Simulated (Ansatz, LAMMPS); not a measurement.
# Static equation of state of glassy 84SiO2-16BaO (mol %) (71 atoms)

Density of this cell: 3.11 g/cm³. The cell holds 71 atoms: 21 Si, 4 Ba and 46 O. Its edges and angles: a = 10.047 Å, b = 10.037 Å, c = 9.920 Å, α = 90.7°, β = 88.2°, γ = 89.8°. The starting structure: 71 atoms (21 Si, 4 Ba, 46 O) placed at random at 2.83 g/cm³, melted at 4000 K for 10 ps at fixed volume with the Morse and Coulomb pair potential with partial charges (Pedone, Malavasi, Menziani, Cormack and Segre, J. Phys. Chem. B 110, 11780 (2006)). Quenched from 4000 K to 300 K at 200 K/ps and fixed volume, held 10 ps at zero pressure, then minimised at fixed cell.

Calculated with Ansatz 0.2.0: Kohn-Sham DFT, PBE, PAW (set soft_1), plane waves; cutoff 420 eV, Γ point, fixed occupations. Cell and atoms were relaxed first, to V0 = 14.081 Å³ an atom at a residual P0 = -0.016 GPa. The cell was then scaled evenly, and the atoms were relaxed at each volume.

| volume (Å³/atom) | pressure (GPa) |
| --- | --- |
| 12.673 | 6.550 |
| 13.236 | ? |
| 13.659 | 1.716 |
| 14.503 | -1.560 |
| 14.926 | -2.913 |

**Question.** Fit the third-order Birch–Murnaghan equation to the rows given and interpolate to the withheld row.

Worked fit:

Take the Eulerian strain f = ½[(V0/V)^(2/3) − 1] and the normalised pressure F = (P − P0) / [3f(1 + 2f)^(5/2)]. The third-order Birch–Murnaghan equation is then the line F = B0 + (3/2)B0(B′ − 4) f, so u = f and v = F.

```
      u = f  v = F (GPa)
  0.0363830      50.4700
  0.0102569      53.5060
-0.00975656      55.4300
 -0.0190505      55.8714
```

With n = 4: mean u = 0.00445821, mean v = 53.8193, Σ(u − ū)² = 0.0018075, Σ(u − ū)(v − v̄) = -0.17988. Slope b = -0.17988 / 0.0018075 = -99.516; intercept a = v̄ − b ū = 54.263.

So B0 = a = 54.3 GPa and B′ = 4 + 2b/(3a) = 2.78. At the withheld volume f = 0.02106, F = a + b f = 52.17 GPa, and P = P0 + 3f(1 + 2f)^(5/2) F.

Prediction at 13.236: 3.638 GPa. The run gave 3.647 GPa, so the fit is low by 0.0096 GPa (0.26 % of the value).

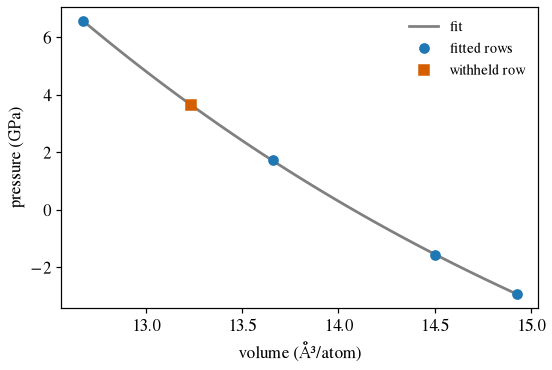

The fit, the rows that it rests on and the withheld row.

Among the rows given, the largest miss of the fit is at 12.673, by 0.022 GPa (0.24 % of the range of the table).

Limits: Static cells at zero temperature; the cell shape is held. The program notes that the SCF threshold of these relaxations is loose for the stress. The quench rate of 200 K/ps is many orders above laboratory rates, so the cell is likely richer in defects and strain than a real sample. The network of bonds at the start is that of the classical potential that made the cell, and needn't be the one that DFT or experiment would give. Only the Γ point is sampled, in a cell whose shortest periodic width is 10 Å.

[Logs are printed without paths, hosts, clocks, repeated set-up lines and the standing remarks that a program may print on its own settings, such as how far it seeks lower states.]

[Hosts, paths, dates, database ids (printed as entryN), source tags and the programs' standing remarks are cut or masked in the printed files.]
